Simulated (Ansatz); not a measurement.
# NbH₂: band-structure calculation

- system: NbH₂ (3 atoms in the cell)
- method: DFT, LDA, all-electron LAPW, scalar-relativistic, no spin polarisation (Ansatz 0.2.0)

The structure derives from an entry of the Crystallography Open Database. It belongs to a series of runs on one base structure; here: equal xy, yz and zx shear strains of -1 %. Figures and captions count atoms from 1; the log counts them from 0 in places.

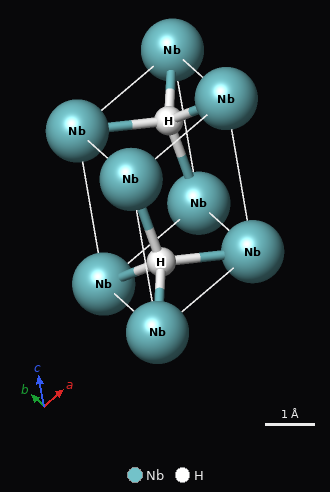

The structure as given in the input (ball-and-stick view of the cell of the calculation, seen slightly off an axis). An atom can appear more than once, as a periodic image.

**The input**
```yaml
crystal:
  lattice:
    - [-0.022815, 2.2700925, 2.2700925]
    - [2.2700925, -0.022815, 2.2700925]
    - [2.2700925, 2.2700925, -0.022815]
  atoms:
    - { symbol: Nb, position: [0.0, 0.0, 0.0] }
    - { symbol: H, position: [0.25, 0.25, 0.25] }
    - { symbol: H, position: [0.75, 0.75, 0.75] }
kpoints:
  mp_grid: { grid: [15, 15, 15] }
  band_path:
    path:
      - [0.0, 0.0, 0.0]
      - [0.5, 0.5, 0.5]
      - [0.2525443832, 0.5, 0.7474556168]
      - [-0.2525443832, 0.2525443832, 0.5]
      - [0.0, 0.0, 0.5]
      - [0.0, 0.0, 0.0]
      - [-0.3762721916, 0.0, 0.3762721916]
      - [0.0, 0.3762721916, 0.6237278084]
      - [0.0, 0.5, 0.5]
    npoints: 5
scf:
  occupations: { method: fermi_dirac, width: 0.03 }
hamiltonian:
  xc: lda
  pseudopotentials: { kind: all_electron, lapw: { basis_error: 0.001 } }
output:
  forces: true
  stress: true
  eigenvalues: true
```

Launch command:
```bash
ansatz run input.yaml --threads 1 --pin off --max-ram 4096MiB --backend cpu --events-out ev --progress --plain --runs-dir out
```

**Output**
```
LAPW: plane waves up to 8.531 Å⁻¹, error target 1.0e-3 eV per atom; small_component_spin mean_spin; H in spheres of 0.673 Å, 1 of its electrons in bands, Dirac shells []; Nb in spheres of 1.283 Å, 31 of its electrons in bands, Dirac shells [] (how accurate: hamiltonian.pseudopotentials.lapw.basis_error, Limitations)
Engine: ansatz 0.2.0, x86_64-unknown-linux-gnu
Pseudopotentials: kind: all_electron
Pseudopotential: Nb, LAPW, valence charge 31, lapw/all_electron/scalar/gaussian/Nb, Koelling and Harmon's equation, gaussian nucleus
Pseudopotential: H, LAPW, valence charge 1, lapw/all_electron/scalar/gaussian/H, Koelling and Harmon's equation, gaussian nucleus
Functional definition: SPW92
  exchange = slater_x
  correlation = pw_c
Crystal: 3 atoms, lattice volume = 23.750 Å³
Basis set: ecut = 277.29980674078973 eV, 259 PW (Γ), exchange–correlation at level 2
Bands: 21, of which v1, the nominal top of the filled ones, is band 17 counted from 1 (16 counted from 0)
Symmetry: 12 space group operations
Space group: R-3m (ITA 166), of the structure as read, at distance tolerance 2.9e-5 Å
k-points: 344 of 3375
Non-local potential: Nb, projectors of the file, none
Non-local potential: H, projectors of the file, none
Initial density: superposition of atomic densities (chi_scale 0.1, normalization cell, long waves kept (reshape's long-wave potential 0.00 eV rms))
Initial wavefunctions: plane waves of lowest kinetic energy (no species holds an atomic orbital)
Functional: x = slater, c = lda
iter 1 solved again at ethr=6.26e-3 eV; its pass at ethr=1.00e-1 eV (dr2=2.07e0 eV) is discarded
SCF iter   1: F=—  HF=-103869.814433 eV  |F-HF|=—  |Δ(HF+E_count)|=         —  Δρ=9.40e-2  dr2=2.07e0  ethr=6.26e-3  ⟨swp⟩=2.0  Hψ=48018  notcnv=0
preconditioner: auto → Kerker (q_TF=auto, 2.882 Å⁻¹)  [metal: Δε(μ)=0.046 eV  Ē_g=9.535 eV  σ=0.030 eV  W_gap=0.36  n_scr=14 (ndim 8)  ℏωp=20.2 eV  f_vac=0.000  D(μ)=0.87/eV (n_scr^D=8)]
SCF iter   2: F=—  HF=-103868.595843 eV  |F-HF|=—  |Δ(HF+E_count)|=    1.22e0  Δρ=4.46e-2  dr2=5.08e-1  ethr=6.26e-3  ⟨swp⟩=2.4  Hψ=20004  notcnv=0
SCF iter   3: F=—  HF=-103868.433101 eV  |F-HF|=—  |Δ(HF+E_count)|=   1.63e-1  Δρ=2.05e-2  dr2=1.20e-1  ethr=1.54e-3  ⟨swp⟩=2.2  Hψ=21793  notcnv=0
iter 4 solved again at ethr=2.18e-5 eV; its pass at ethr=3.63e-4 eV (dr2=7.19e-3 eV) is discarded
SCF iter   4: F=—  HF=-103868.414295 eV  |F-HF|=—  |Δ(HF+E_count)|=   1.88e-2  Δρ=5.03e-3  dr2=7.20e-3  ethr=2.18e-5  ⟨swp⟩=2.0  Hψ=36584  notcnv=0
SCF iter   5: F=—  HF=-103868.413439 eV  |F-HF|=—  |Δ(HF+E_count)|=   8.57e-4  Δρ=1.48e-3  dr2=5.39e-4  ethr=2.18e-5  ⟨swp⟩=2.0  Hψ=20913  notcnv=0
SCF iter   6: F=—  HF=-103868.413399 eV  |F-HF|=—  |Δ(HF+E_count)|=   3.91e-5  Δρ=5.71e-4  dr2=8.77e-5  ethr=1.63e-6  ⟨swp⟩=2.0  Hψ=20884  notcnv=0
SCF iter   7: F=—  HF=-103868.413387 eV  |F-HF|=—  |Δ(HF+E_count)|=   1.29e-5  Δρ=9.43e-5  dr2=2.56e-6  ethr=2.66e-7  ⟨swp⟩=2.0  Hψ=20884  notcnv=0
SCF iter   8: F=—  HF=-103868.413386 eV  |F-HF|=—  |Δ(HF+E_count)|=   5.91e-7  Δρ=2.81e-5  dr2=1.95e-7  ethr=7.75e-9  ⟨swp⟩=3.0  Hψ=21572  notcnv=0
SCF iter   9: F=-103868.413386 eV  HF=-103868.413386 eV  |F-HF|=1.19e-9  |Δ(HF+E_count)|=   9.24e-8  Δρ=3.89e-6  dr2=2.82e-9  ethr=5.90e-10  ⟨swp⟩=2.0  Hψ=20883  notcnv=0
SCF 1 converged in 9 iterations: F = -103868.413386 eV  dr2 = 2.82e-9
```

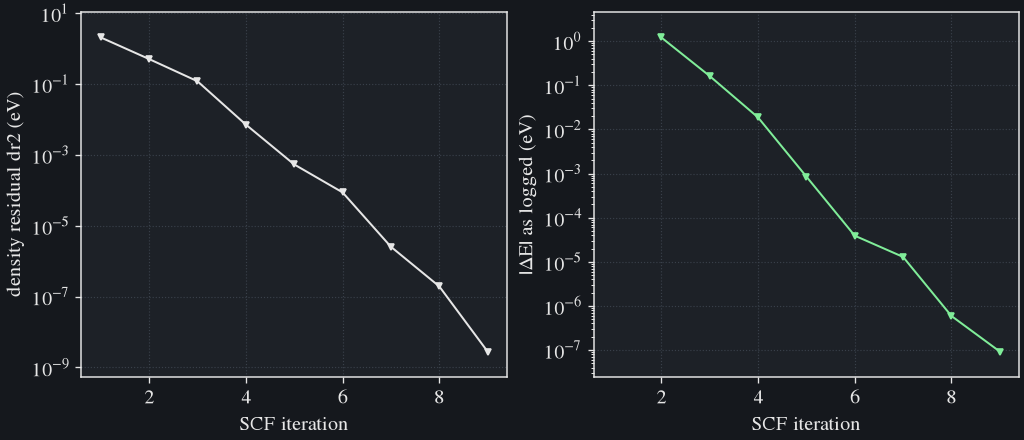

Convergence of the self-consistent field: density residual dr2 and size of the energy change against the SCF iteration. The residual falls at every step.

```
NSCF: frozen V_eff on 41 k-points
SCF converged after 9 iterations
Free energy (F): -103868.413386 eV
Harris-Foulkes:  -103868.413386 eV  (|F-HF|=1.19e-9)
Internal energy: -103868.410454 eV  (E = F + TS)
E sigma→0 (E₀):  -103868.411920 eV
Entropy (-TS):   -0.002932 eV (-0.977 meV/atom)
Fermi energy:    16.520823 eV
--- Per-component energies (eV) ---
  E_band       = -4645.205411
  E_kinetic    = 107422.290698
  E_xc         = -3148.785989
  E_electrostatic = -208141.915163  (all electrons and nuclei)
  E_smearing   = -0.002932  (= −TS)
  E_closure    = 0.000000  (closes the sum)
  E_atoms      = -103849.164357  (free atoms, spherical and without spin; not in F)
  Σ components = -103868.413386   (vs F -103868.413386, Δ=0.00e0)
  Basis errors (estimates in eV, not in F): energy 4.8e-4 per atom: plane waves 4.4e-4 (2.8e-4 summed), levels above the bands 1.5e-124, relativity 4.0e-9, radial functions 4.1e-5, core shells 2.3e-12; eigenvalues (radial functions only) 8.7e-6; not estimated: angular momenta, meshes, grids; target (lapw.basis_error) 1.0e-3; muffin-tin radii H 0.673 Å, Nb 1.283 Å
--- Forces (eV/Å), atoms counted from 1 ---
  atom   1  Nb     0.00000000    -0.00000000    -0.00000000
  atom   2  H      0.04630401     0.04630401     0.04630401
  atom   3  H     -0.04630401    -0.04630401    -0.04630401
  max |Σ_I F_I| component: 1.39e-17 eV/Å
--- Stress (GPa, compression-positive) ---
       -8.125184       1.321153       1.321153
        1.321153      -8.125184       1.321153
        1.321153       1.321153      -8.125184
  P = ⅓ Tr σ = -8.1252 GPa (-81.252 kbar)
--- Band table (eV; the first three rows and the last of 344) ---
  k-point 0: bands = ["-417.9089", "-326.5274", "-326.5274", "-326.5237", "-176.7801", "-176.7801", "-176.7776", "-176.7709", "-176.7709", "-38.7199", "-14.5545", "-14.5545", "-14.5318", "5.8902", "15.0933", "15.0933", "15.2611", "15.5143", "17.7743", "17.7743", "28.9457"]
  k-point 1: bands = ["-417.9089", "-326.5274", "-326.5274", "-326.5237", "-176.7801", "-176.7801", "-176.7776", "-176.7709", "-176.7709", "-38.7163", "-14.5840", "-14.5580", "-14.5373", "6.0115", "14.0013", "15.1523", "15.3043", "16.7726", "17.7222", "17.7275", "27.7609"]
  k-point 2: bands = ["-417.9089", "-326.5274", "-326.5274", "-326.5237", "-176.7801", "-176.7801", "-176.7776", "-176.7709", "-176.7709", "-38.7060", "-14.6705", "-14.5680", "-14.5491", "6.3575", "12.9043", "15.3019", "15.4639", "17.6151", "17.6215", "18.3029", "26.4698"]
  k-point 343: bands = ["-417.9089", "-326.5274", "-326.5274", "-326.5237", "-176.7801", "-176.7801", "-176.7776", "-176.7709", "-176.7709", "-38.6270", "-15.2358", "-14.6706", "-14.6529", "8.2792", "11.6624", "15.1139", "15.3683", "19.1071", "19.3066", "22.0016", "22.6658"]
```

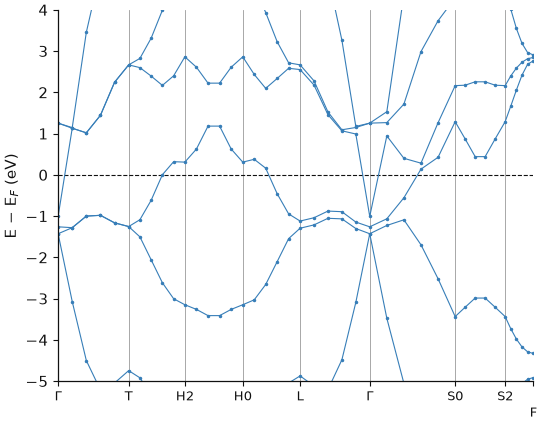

Band structure along Γ–T–H2–H0–L–Γ–S0–S2–F, with energies from the Fermi level. Bands cross the Fermi level: a metal at this level of theory.

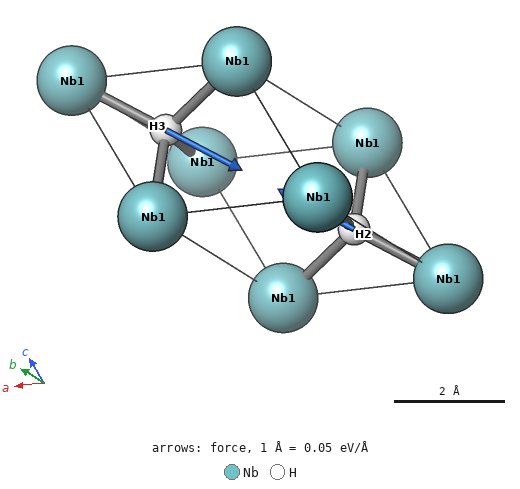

Forces on the atoms as blue arrows (ball-and-stick view of the cell of the calculation, seen at an oblique angle; atoms are numbered from 1 in the order of the input). The largest act on H2, H3 (0.08 eV/Å). The geometry is not a stationary point of this energy.

**Summary**

| quantity | value |
| --- | --- |
| outcome | converged |
| space group (tolerance 0.01 Å) | R-3m (166) |
| electrons in bands (core shells apart) | 33 |
| free energy | −103868.4134 eV |
| Fermi energy | 16.521 eV |
| pressure | −8.13 GPa |
| electronic character | metal |
| largest force (length of the vector) | 0.080 eV/Å |
| hardware | 1 thread of Intel Xeon (Granite Rapids), 32 GiB of memory available, shared host |
| wall time | 24 s |
| peak memory | 0.76 GiB |

**Remarks**

The cell is under a tension of 8.1 GPa at this level, so it is not at its equilibrium volume.
